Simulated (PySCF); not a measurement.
**C₃H₉N: field gradients at the nuclei**

How much do the quadrupole couplings of C₃H₉N depend on the level of theory? Each job file holds the settings and the coordinates that a driver script hands to the program.

Program: PySCF 2.14.0, density-fitted response routines. Level of theory: the levels named in each step. These are calculated values, not measurements.

## (1) The starting structure

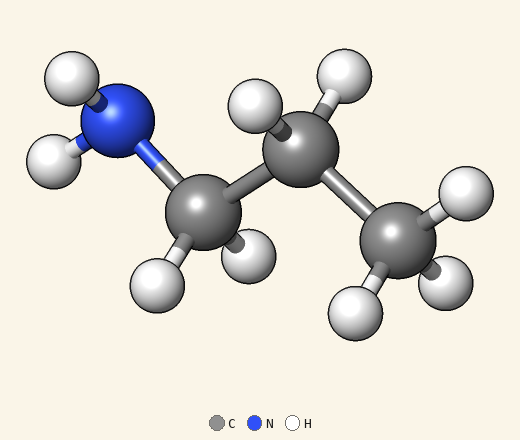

Start, viewed from a chosen angle; carbon grey, nitrogen blue, hydrogen white.

Structure file:

```xyz
13

C    -1.8841   -0.0134   -0.4979
C    -0.4946   -0.5593   -0.1970
C     0.4749    0.5457    0.2162
N     1.8093   -0.0051    0.3997
H    -2.5545   -0.8187   -0.7879
H    -1.8432    0.7096   -1.3092
H    -2.3000    0.4802    0.3781
H    -0.5587   -1.2980    0.6058
H    -0.0895   -1.0601   -1.0774
H     0.0847    1.0508    1.1179
H     0.5363    1.2909   -0.5825
H     2.4628    0.7273    0.6551
H     1.8050   -0.6894    1.1496
```

## (2) Geometry, PBE0-D3(BJ)/def2-TZVP

job.txt

```
{"job": {"xc": "PBE0", "basis": "def2-TZVP", "d3": "d3bj", "grid": 2, "kind": "geom"}, "charge": 0, "multiplicity": 1}
C     -1.884090    -0.013410    -0.497880
C     -0.494640    -0.559320    -0.197030
C      0.474920     0.545660     0.216230
N      1.809330    -0.005060     0.399700
H     -2.554500    -0.818660    -0.787910
H     -1.843230     0.709580    -1.309230
H     -2.300030     0.480240     0.378110
H     -0.558680    -1.297960     0.605770
H     -0.089470    -1.060080    -1.077370
H      0.084650     1.050840     1.117890
H      0.536280     1.290940    -0.582470
H      2.462790     0.727320     0.655100
H      1.804980    -0.689370     1.149630
```

The program printed:

```text
step   0  E = -174.34322808  max force = 0.011111
step   1  E = -174.34355558  max force = 0.002715
step   2  E = -174.34359395  max force = 0.000447
step   3  E = -174.34359872  max force = 0.000266
optimisation converged
```

Run time: 36 s. Hardware: 4 threads of Arm Neoverse V1, shared host; peak memory 0.81 GiB.

It ended at:

```xyz
13

C    -1.8816   -0.0143   -0.4927
C    -0.4913   -0.5506   -0.2038
C     0.4810    0.5367    0.2106
N     1.8150   -0.0091    0.4073
H    -2.5660   -0.8138   -0.7840
H    -1.8607    0.7158   -1.3067
H    -2.3073    0.4824    0.3838
H    -0.5455   -1.3032    0.5927
H    -0.0856   -1.0615   -1.0821
H     0.0782    1.0546    1.0970
H     0.5374    1.2865   -0.5862
H     2.4662    0.7197    0.6701
H     1.8086   -0.6824    1.1645
```

## (3) Field gradients, PBE0/pcJ-2

job.txt

```
{"job": {"kind": "efgt", "xc": "PBE0", "basis": "pcJ-2"}, "charge": 0, "multiplicity": 1}
C     -1.881593    -0.014345    -0.492742
C     -0.491291    -0.550626    -0.203768
C      0.480973     0.536675     0.210591
N      1.814975    -0.009063     0.407268
H     -2.565980    -0.813818    -0.783955
H     -1.860730     0.715809    -1.306724
H     -2.307268     0.482375     0.383798
H     -0.545470    -1.303182     0.592729
H     -0.085641    -1.061507    -1.082133
H      0.078175     1.054563     1.097040
H      0.537394     1.286492    -0.586196
H      2.466208     0.719732     0.670139
H      1.808558    -0.682385     1.164495
```

The program printed:

```text
coarse grid: 9904 points
cycle   1  E = -174.3029112663  dE =  1.753e-01  |g| = 4.366e-01  |ddm| = 2.019e+00
cycle   2  E = -174.2834961350  dE =  1.942e-02  |g| = 5.353e-01  |ddm| = 7.559e-01
cycle   3  E = -174.3502025022  dE = -6.671e-02  |g| = 3.899e-02  |ddm| = 4.232e-01
cycle   4  E = -174.3503716974  dE = -1.692e-04  |g| = 2.396e-02  |ddm| = 3.333e-02
cycle   5  E = -174.3504930637  dE = -1.214e-04  |g| = 4.181e-03  |ddm| = 1.678e-02
cycle   6  E = -174.3504967093  dE = -3.646e-06  |g| = 8.157e-04  |ddm| = 3.147e-03
final grid: 144528 points
cycle   7  E = -174.3480027741  dE = -1.538e-04  |g| = 9.189e-03  |ddm| = 4.452e-02
cycle   8  E = -174.3479945520  dE =  8.222e-06  |g| = 1.065e-02  |ddm| = 1.234e-02
cycle   9  E = -174.3480214488  dE = -2.690e-05  |g| = 6.227e-04  |ddm| = 7.056e-03
cycle  10  E = -174.3480214918  dE = -4.304e-08  |g| = 4.193e-04  |ddm| = 6.636e-04
cycle  11  E = -174.3480215285  dE = -3.669e-08  |g| = 6.236e-05  |ddm| = 2.820e-04
cycle  12  E = -174.3480215293  dE = -8.000e-10  |g| = 1.373e-05  |ddm| = 4.935e-05
converged SCF energy = -174.3480215293

Field-gradient tensors (au): xx yy zz xy xz yz
  0 C     0.02537   -0.00897   -0.01640   -0.02329    0.00981   -0.00478
  1 C     0.01929    0.01856   -0.03785   -0.00092    0.02761   -0.00592
  2 C     0.14075   -0.04046   -0.10029   -0.10364    0.04239   -0.00008
  3 N     0.43013    0.18385   -0.61398    0.14635    0.41192   -0.56796
  4 H     0.02553    0.08953   -0.11506    0.19482    0.07217    0.08377
  5 H    -0.13778    0.04526    0.09252    0.00596   -0.00774   -0.21212
  6 H    -0.07631   -0.05694    0.13325   -0.07578   -0.12989    0.15464
  7 H    -0.13420    0.05283    0.08137    0.01585   -0.01247   -0.20682
  8 H    -0.08278   -0.04973    0.13251   -0.06974   -0.12209    0.15628
  9 H    -0.07652   -0.05072    0.12724   -0.06769   -0.11225    0.14999
 10 H    -0.12910    0.05162    0.07748    0.01366   -0.01411   -0.20737
 11 H     0.05386    0.11918   -0.17304    0.26433    0.11301    0.08575
 12 H    -0.16623    0.05902    0.10720    0.01381    0.00925   -0.30017
```

It took 30 s on 4 threads of Arm Neoverse V1, shared host; peak memory 1.8 GiB.

## (4) Field gradients, PBE/def2-TZVPP

job.txt: that of step 3 with these lines changed.

```diff
@@ -1,2 +1,2 @@
-{"job": {"kind": "efgt", "xc": "PBE0", "basis": "pcJ-2"}, "charge": 0, "multiplicity": 1}
+{"job": {"kind": "efgt", "xc": "PBE", "basis": "def2-TZVPP"}, "charge": 0, "multiplicity": 1}
 C     -1.881593    -0.014345    -0.492742
```

The program printed:

```text
coarse grid: 9904 points
cycle   1  E = -174.2248248790  dE =  1.090e-01  |g| = 6.196e-01  |ddm| = 2.402e+00
cycle   2  E = -174.0425379976  dE =  1.823e-01  |g| = 1.060e+00  |ddm| = 2.136e+00
cycle   3  E = -174.3240177955  dE = -2.815e-01  |g| = 7.157e-02  |ddm| = 1.620e+00
cycle   4  E = -174.3246195645  dE = -6.018e-04  |g| = 4.921e-02  |ddm| = 1.055e-01
cycle   5  E = -174.3251414342  dE = -5.219e-04  |g| = 8.608e-03  |ddm| = 5.014e-02
cycle   6  E = -174.3251570804  dE = -1.565e-05  |g| = 2.524e-03  |ddm| = 8.319e-03
cycle   7  E = -174.3251584907  dE = -1.410e-06  |g| = 5.163e-04  |ddm| = 1.851e-03
final grid: 144528 points
cycle   8  E = -174.3114435360  dE = -9.722e-05  |g| = 1.383e-02  |ddm| = 1.163e-01
cycle   9  E = -174.3113696958  dE =  7.384e-05  |g| = 2.209e-02  |ddm| = 3.298e-02
cycle  10  E = -174.3114868963  dE = -1.172e-04  |g| = 1.385e-03  |ddm| = 2.236e-02
cycle  11  E = -174.3114872038  dE = -3.075e-07  |g| = 6.704e-04  |ddm| = 1.834e-03
cycle  12  E = -174.3114873039  dE = -1.000e-07  |g| = 9.734e-05  |ddm| = 5.674e-04
cycle  13  E = -174.3114873058  dE = -1.951e-09  |g| = 3.562e-05  |ddm| = 1.280e-04
cycle  14  E = -174.3114873061  dE = -2.829e-10  |g| = 6.352e-06  |ddm| = 2.540e-05
converged SCF energy = -174.3114873061

Field-gradient tensors (au): xx yy zz xy xz yz
  0 C     0.02777   -0.00991   -0.01786   -0.02423    0.01092   -0.00519
  1 C     0.02044    0.01966   -0.04010   -0.00219    0.02911   -0.00508
  2 C     0.13806   -0.03861   -0.09945   -0.10110    0.04213    0.00027
  3 N     0.42438    0.18015   -0.60453    0.14254    0.40557   -0.55742
  4 H     0.02596    0.09091   -0.11687    0.19806    0.07335    0.08513
  5 H    -0.14005    0.04600    0.09405    0.00591   -0.00787   -0.21542
  6 H    -0.07754   -0.05773    0.13527   -0.07707   -0.13204    0.15690
  7 H    -0.13654    0.05388    0.08266    0.01590   -0.01294   -0.20998
  8 H    -0.08403   -0.05067    0.13470   -0.07090   -0.12413    0.15898
  9 H    -0.07789   -0.05115    0.12903   -0.06883   -0.11444    0.15239
 10 H    -0.13165    0.05271    0.07895    0.01373   -0.01465   -0.21082
 11 H     0.05545    0.12065   -0.17610    0.27060    0.11443    0.08825
 12 H    -0.17111    0.06116    0.10995    0.01307    0.00915   -0.30599
```

Run time: 14 s. Hardware: 4 threads of Arm Neoverse V1, shared host; peak memory 1.8 GiB.

## (5) Field gradients, B3LYP/def2-TZVPP

job.txt: that of step 4 with these lines changed.

```diff
@@ -1,2 +1,2 @@
-{"job": {"kind": "efgt", "xc": "PBE", "basis": "def2-TZVPP"}, "charge": 0, "multiplicity": 1}
+{"job": {"kind": "efgt", "xc": "B3LYP", "basis": "def2-TZVPP"}, "charge": 0, "multiplicity": 1}
 C     -1.881593    -0.014345    -0.492742
```

The program printed:

```text
coarse grid: 9904 points
cycle   1  E = -174.5104509112  dE =  1.625e-01  |g| = 4.961e-01  |ddm| = 2.363e+00
cycle   2  E = -174.4661055629  dE =  4.435e-02  |g| = 6.683e-01  |ddm| = 1.204e+00
cycle   3  E = -174.5720244893  dE = -1.059e-01  |g| = 4.511e-02  |ddm| = 7.725e-01
cycle   4  E = -174.5722564901  dE = -2.320e-04  |g| = 2.950e-02  |ddm| = 5.710e-02
cycle   5  E = -174.5724437355  dE = -1.872e-04  |g| = 4.798e-03  |ddm| = 2.606e-02
cycle   6  E = -174.5724487169  dE = -4.981e-06  |g| = 1.047e-03  |ddm| = 4.007e-03
final grid: 144528 points
cycle   7  E = -174.5651315368  dE = -6.995e-05  |g| = 6.821e-03  |ddm| = 9.363e-02
cycle   8  E = -174.5651241856  dE =  7.351e-06  |g| = 8.671e-03  |ddm| = 1.368e-02
cycle   9  E = -174.5651425186  dE = -1.833e-05  |g| = 4.263e-04  |ddm| = 7.583e-03
cycle  10  E = -174.5651425424  dE = -2.378e-08  |g| = 2.675e-04  |ddm| = 5.697e-04
cycle  11  E = -174.5651425570  dE = -1.467e-08  |g| = 5.328e-05  |ddm| = 2.289e-04
cycle  12  E = -174.5651425576  dE = -5.984e-10  |g| = 1.171e-05  |ddm| = 5.852e-05
converged SCF energy = -174.5651425576

Field-gradient tensors (au): xx yy zz xy xz yz
  0 C     0.01955   -0.00681   -0.01274   -0.02025    0.00761   -0.00424
  1 C     0.01230    0.02105   -0.03335   -0.00306    0.02503   -0.00730
  2 C     0.13898   -0.04291   -0.09607   -0.11080    0.04063   -0.00187
  3 N     0.43288    0.19342   -0.62631    0.15665    0.42063   -0.58366
  4 H     0.02541    0.08962   -0.11503    0.19471    0.07210    0.08374
  5 H    -0.13761    0.04521    0.09240    0.00602   -0.00791   -0.21188
  6 H    -0.07637   -0.05689    0.13326   -0.07564   -0.12961    0.15444
  7 H    -0.13399    0.05261    0.08138    0.01574   -0.01258   -0.20635
  8 H    -0.08253   -0.04992    0.13245   -0.06945   -0.12174    0.15616
  9 H    -0.07613   -0.05071    0.12683   -0.06763   -0.11223    0.14970
 10 H    -0.12905    0.05158    0.07746    0.01348   -0.01418   -0.20710
 11 H     0.05437    0.11953   -0.17391    0.26631    0.11357    0.08675
 12 H    -0.16776    0.05953    0.10822    0.01346    0.00920   -0.30200
```

It took 13 s on 4 threads of Arm Neoverse V1, shared host; peak memory 1.8 GiB.

## (6) Field gradients, CAM-B3LYP/def2-TZVPP

job.txt: that of step 5 with these lines changed.

```diff
@@ -1,2 +1,2 @@
-{"job": {"kind": "efgt", "xc": "B3LYP", "basis": "def2-TZVPP"}, "charge": 0, "multiplicity": 1}
+{"job": {"kind": "efgt", "xc": "CAM-B3LYP", "basis": "def2-TZVPP"}, "charge": 0, "multiplicity": 1}
 C     -1.881593    -0.014345    -0.492742
```

The program printed:

```text
coarse grid: 9904 points
cycle   1  E = -174.4301536779  dE =  2.725e-01  |g| = 3.781e-01  |ddm| = 2.347e+00
cycle   2  E = -174.4363131853  dE = -6.160e-03  |g| = 3.684e-01  |ddm| = 6.509e-01
cycle   3  E = -174.4647522985  dE = -2.844e-02  |g| = 3.455e-02  |ddm| = 3.170e-01
cycle   4  E = -174.4649363554  dE = -1.841e-04  |g| = 1.764e-02  |ddm| = 4.242e-02
cycle   5  E = -174.4650020353  dE = -6.568e-05  |g| = 3.701e-03  |ddm| = 1.272e-02
cycle   6  E = -174.4650053327  dE = -3.297e-06  |g| = 5.110e-04  |ddm| = 3.898e-03
final grid: 144528 points
cycle   7  E = -174.4587137874  dE = -5.171e-05  |g| = 4.549e-03  |ddm| = 6.712e-02
cycle   8  E = -174.4587144180  dE = -6.305e-07  |g| = 4.199e-03  |ddm| = 8.362e-03
cycle   9  E = -174.4587183967  dE = -3.979e-06  |g| = 2.867e-04  |ddm| = 3.214e-03
cycle  10  E = -174.4587184078  dE = -1.113e-08  |g| = 1.901e-04  |ddm| = 5.305e-04
cycle  11  E = -174.4587184151  dE = -7.285e-09  |g| = 2.503e-05  |ddm| = 1.411e-04
cycle  12  E = -174.4587184153  dE = -1.601e-10  |g| = 5.956e-06  |ddm| = 4.331e-05
converged SCF energy = -174.4587184153

Field-gradient tensors (au): xx yy zz xy xz yz
  0 C     0.01974   -0.00697   -0.01277   -0.02095    0.00747   -0.00423
  1 C     0.01345    0.02115   -0.03460   -0.00261    0.02578   -0.00736
  2 C     0.14073   -0.04359   -0.09714   -0.11180    0.04193   -0.00150
  3 N     0.43745    0.19422   -0.63167    0.15486    0.42195   -0.58668
  4 H     0.02558    0.09004   -0.11562    0.19556    0.07244    0.08413
  5 H    -0.13822    0.04541    0.09280    0.00606   -0.00798   -0.21292
  6 H    -0.07675   -0.05722    0.13397   -0.07600   -0.13016    0.15526
  7 H    -0.13461    0.05280    0.08181    0.01582   -0.01253   -0.20739
  8 H    -0.08288   -0.05020    0.13309   -0.06978   -0.12232    0.15692
  9 H    -0.07632   -0.05116    0.12747   -0.06813   -0.11284    0.15053
 10 H    -0.12972    0.05176    0.07796    0.01356   -0.01419   -0.20814
 11 H     0.05440    0.12002   -0.17441    0.26707    0.11410    0.08735
 12 H    -0.16837    0.05940    0.10897    0.01350    0.00906   -0.30308
```

Run time: 24 s. Hardware: 4 threads of Arm Neoverse V1, shared host; peak memory 1.8 GiB.

## (7) Field gradients, HF/def2-TZVPP

job.txt: that of step 6 with these lines changed.

```diff
@@ -1,2 +1,2 @@
-{"job": {"kind": "efgt", "xc": "CAM-B3LYP", "basis": "def2-TZVPP"}, "charge": 0, "multiplicity": 1}
+{"job": {"kind": "efgt", "xc": "HF", "basis": "def2-TZVPP"}, "charge": 0, "multiplicity": 1}
 C     -1.881593    -0.014345    -0.492742
```

The program printed:

```text
final grid: 144528 points
cycle   1  E = -173.3132586660  dE =  5.260e-01  |g| = 3.679e-01  |ddm| = 2.291e+00
cycle   2  E = -173.3536929293  dE = -4.043e-02  |g| = 1.107e-01  |ddm| = 3.390e-01
cycle   3  E = -173.3569262216  dE = -3.233e-03  |g| = 4.501e-02  |ddm| = 1.111e-01
cycle   4  E = -173.3574674169  dE = -5.412e-04  |g| = 7.749e-03  |ddm| = 4.058e-02
cycle   5  E = -173.3574876973  dE = -2.028e-05  |g| = 1.970e-03  |ddm| = 1.027e-02
cycle   6  E = -173.3574897041  dE = -2.007e-06  |g| = 6.720e-04  |ddm| = 4.100e-03
cycle   7  E = -173.3574899632  dE = -2.591e-07  |g| = 2.243e-04  |ddm| = 1.417e-03
cycle   8  E = -173.3574900059  dE = -4.273e-08  |g| = 5.790e-05  |ddm| = 7.335e-04
cycle   9  E = -173.3574900085  dE = -2.534e-09  |g| = 1.695e-05  |ddm| = 1.721e-04
cycle  10  E = -173.3574900087  dE = -2.069e-10  |g| = 4.902e-06  |ddm| = 5.461e-05
converged SCF energy = -173.3574900087

Field-gradient tensors (au): xx yy zz xy xz yz
  0 C     0.00089    0.00036   -0.00125   -0.00971    0.00027   -0.00174
  1 C    -0.00456    0.01969   -0.01513   -0.00662    0.01361   -0.01250
  2 C     0.12438   -0.04746   -0.07692   -0.11615    0.03391   -0.00637
  3 N     0.43533    0.21129   -0.64662    0.17768    0.43412   -0.61272
  4 H     0.02641    0.09241   -0.11882    0.20113    0.07448    0.08649
  5 H    -0.14226    0.04689    0.09537    0.00628   -0.00802   -0.21901
  6 H    -0.07890   -0.05878    0.13768   -0.07807   -0.13391    0.15990
  7 H    -0.13848    0.05447    0.08401    0.01628   -0.01279   -0.21362
  8 H    -0.08513   -0.05153    0.13667   -0.07180   -0.12549    0.16157
  9 H    -0.07812   -0.05276    0.13088   -0.07039   -0.11592    0.15520
 10 H    -0.13305    0.05341    0.07963    0.01391   -0.01435   -0.21398
 11 H     0.05470    0.12252   -0.17722    0.27043    0.11717    0.08856
 12 H    -0.16974    0.05896    0.11078    0.01449    0.00977   -0.30822
```

Run time: 4.5 s. Hardware: 4 threads of Arm Neoverse V1, shared host; peak memory 1.8 GiB.

## (8) The levels side by side

Largest principal value Vzz, in atomic units:

```
    atom  PBE0/pcJ-2  PBE/def2-TZVPP  B3LYP/def2-TZVPP  CAM-B3LYP/def2-TZVPP  HF/def2-TZVPP
      C1      0.0393          0.0421            0.0322                0.0328         0.0105
      C2     -0.0494         -0.0520           -0.0448               -0.0463         0.0274
      C3      0.1929          0.1891            0.1962                0.1985         0.1871
      N4     -1.0371         -1.0195           -1.0625               -1.0684        -1.1072
      H5      0.2855          0.2902            0.2854                0.2866         0.2947
      H6      0.2825          0.2870            0.2822                0.2836         0.2917
      H7      0.2827          0.2871            0.2823                0.2837         0.2919
      H8      0.2754          0.2797            0.2748                0.2762         0.2844
      H9      0.2772          0.2819            0.2768                0.2781         0.2859
     H10      0.2632          0.2676            0.2627                0.2642         0.2719
     H11      0.2733          0.2780            0.2730                0.2744         0.2819
     H12      0.3875          0.3959            0.3902                0.3915         0.3973
     H13      0.3843          0.3925            0.3869                0.3883         0.3942
CPU time        35 s            26 s              15 s                  26 s          5.2 s
```

Couplings eQVzz/h in MHz (234.9647 × Q in barn × Vzz), with Q = 0.02044 (14N), 0.00285783 (2H):

```
     nucleus  PBE0/pcJ-2  PBE/def2-TZVPP  B3LYP/def2-TZVPP  CAM-B3LYP/def2-TZVPP  HF/def2-TZVPP
14N (atom 4)      -4.981          -4.896            -5.103                -5.131         -5.317
 2H (atom 5)       0.192           0.195             0.192                 0.192          0.198
 2H (atom 6)       0.190           0.193             0.190                 0.190          0.196
 2H (atom 7)       0.190           0.193             0.190                 0.191          0.196
 2H (atom 8)       0.185           0.188             0.185                 0.185          0.191
 2H (atom 9)       0.186           0.189             0.186                 0.187          0.192
2H (atom 10)       0.177           0.180             0.176                 0.177          0.183
2H (atom 11)       0.184           0.187             0.183                 0.184          0.189
2H (atom 12)       0.260           0.266             0.262                 0.263          0.267
2H (atom 13)       0.258           0.264             0.260                 0.261          0.265
```

## (9) Summary of results

| quantity | value |
| --- | --- |
| coupling of 14N (atom 4), PBE0/pcJ-2 | -4.981 MHz |
| coupling of 2H (atom 5), PBE0/pcJ-2 | 0.192 MHz |
| coupling of 2H (atom 6), PBE0/pcJ-2 | 0.190 MHz |
| coupling of 2H (atom 7), PBE0/pcJ-2 | 0.190 MHz |
| coupling of 2H (atom 8), PBE0/pcJ-2 | 0.185 MHz |

**Reading.** The largest coupling, that of 14N, runs from -5.317 (HF/def2-TZVPP) to -4.896 MHz (PBE/def2-TZVPP). The gradients are non-relativistic, at the equilibrium geometry and in principal axes; measured couplings hold vibrational averaging and refer to the inertial axes. The def2 sets are stiff near the nuclei, which limits their accuracy.
